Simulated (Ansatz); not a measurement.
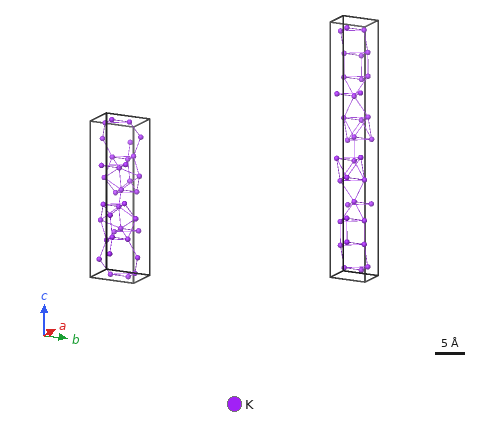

Two geometries of a crystal of K (built on the alpha-boron_166 type), drawn at one scale. One is the start of a relaxation, the other its converged end. Style: ball-and-stick. Shown: the conventional cell (3 times the calculation's cell), from a free direction. Lengths and directions refer to the drawn axes.

Method: DFT PBEsol, scalar-relativistic, plane waves, PAW in Ansatz 0.2.0. Settings: plane-wave cutoff 420 eV; k-point mesh 6 × 6 × 6; occupations gaussian; smearing width 0.1 eV; no spin polarisation; cell and atoms relaxed; force threshold 0.01 eV/Å; at most 80 steps.

Which one is relaxed?

Answer. The right one is the relaxed one. Case: alpha-boron type (R-3m, No. 166). The largest moves relative to the cell, 0.91 Å, are those of K atoms. Cell: a = b 10.980 → 8.819 Å (−19.7 %), c 28.087 → 45.879 Å (+63.3 %). Volume +5.4 %. Some distances before and after: K–K 4.019 → 7.332 Å, K–K 7.064 → 4.375 Å, K–K 6.484 → 4.481 Å, K–K 3.731 → 4.279 Å. Bonds break: K–K (4.02 → 7.33 Å). Among the angles between lasting bonds that change: K–K–K 60.1° → 109.7°, K–K–K 108.9° → 60.1°, K–K–K 107.0° → 59.8°. The space group stays R-3m (No. 166). After 23 accepted moves (27 points after the start) the energy has fallen by 158 meV per atom. The largest force component goes from 0.36 to 0.0043 eV/Å. Pressure: 0.76 GPa at the start and 0.00 GPa at the end. The line search rejected the trial step at point 10 of the run. At 3 points the geometry stayed and the basis and grid were re-selected for the new cell (energy shift of 5.3 meV per atom at most each time).
